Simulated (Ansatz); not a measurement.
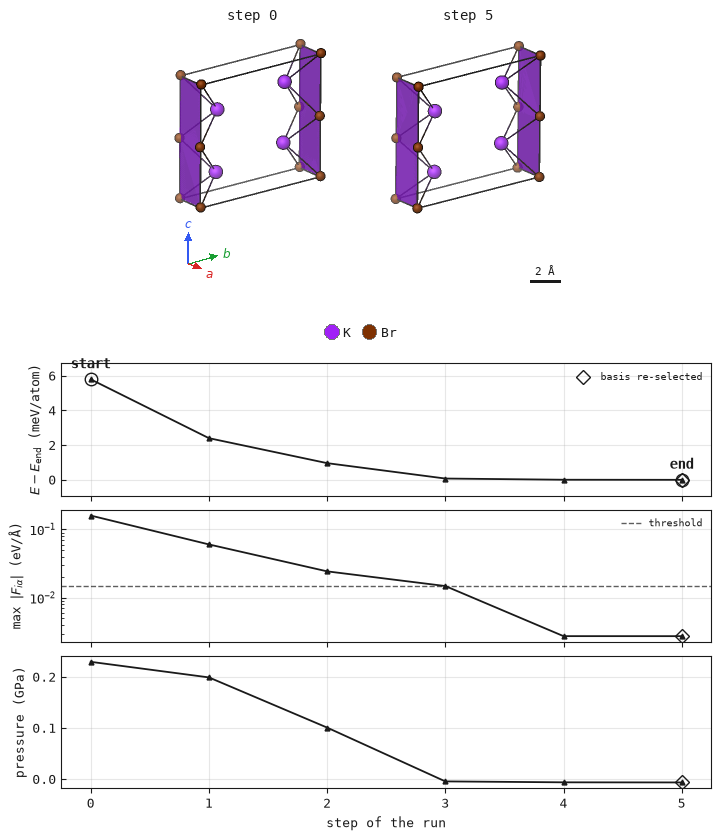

First and last geometry of a relaxation of a crystal of K₂Br (built on the MoSi2 (C11b)_139 type) (coarse preliminary run), with the history of the run. The picture is a polyhedral view of the cell of the calculation, reduced to other axes, seen slightly off an axis. Lengths and directions refer to the drawn axes.

Method: DFT PBE, scalar-relativistic, plane waves, PAW (Ansatz 0.2.0). Settings: plane-wave cutoff 420 eV; k-point mesh 6 × 4 × 6; occupations gaussian; smearing width 0.1 eV; no spin polarisation; cell and atoms relaxed; force threshold 0.015 eV/Å; at most 120 steps.

> Did the run converge, and what did it change?

It converged. After 4 accepted moves (5 points after the start) the energy has fallen by 5.8 meV per atom. The largest force component goes from 0.16 to 0.0027 eV/Å. The pressure goes from 0.23 to −0.01 GPa. At 1 point the geometry stayed and the basis and grid were re-selected for the new cell (energy shift of less than 0.05 meV per atom at most each time). The largest move relative to the cell is that of a K atom, 0.10 Å along [0 −3 2]. Largest moves by element: K 0.10 Å, Br 0.08 Å. The drawn cell changes as follows: a 4.110 → 4.155 Å (+1.1 %), b 8.328 → 8.464 Å (+1.6 %), c 8.381 → 8.275 Å (−1.3 %), α 76.1° → 75.9°, β 89.1° → 89.3°, γ 77.5° → 76.1°; the volume changes by +0.7 %. Near-neighbour distances that change, for instance: Br–K 3.334 → 3.537 Å, Br–K 3.700 → 3.578 Å, Br–K 3.643 → 3.523 Å, Br–K 3.423 → 3.538 Å. Among the angles between lasting bonds that change: Br–K–Br 76.6° → 72.0°, Br–K–Br 116.9° → 112.6°, Br–K–Br 76.2° → 72.0°. The space group stays P1 (No. 1).

| step | E − E(0), meV/atom | largest force component, eV/Å | pressure, GPa | volume, Å³/atom | note |
| --- | --- | --- | --- | --- | --- |
| 0 | 0.00 | 0.1597 | 0.23 | 45.279 |  |
| 1 | -3.39 | 0.0604 | 0.20 | 44.768 |  |
| 2 | -4.83 | 0.0244 | 0.10 | 45.094 |  |
| 3 | -5.72 | 0.0149 | 0.00 | 45.667 |  |
| 4 | -5.79 | 0.0027 | -0.01 | 45.611 |  |
| 5 | -5.80 | 0.0027 | -0.01 | 45.611 | same geometry, new basis |
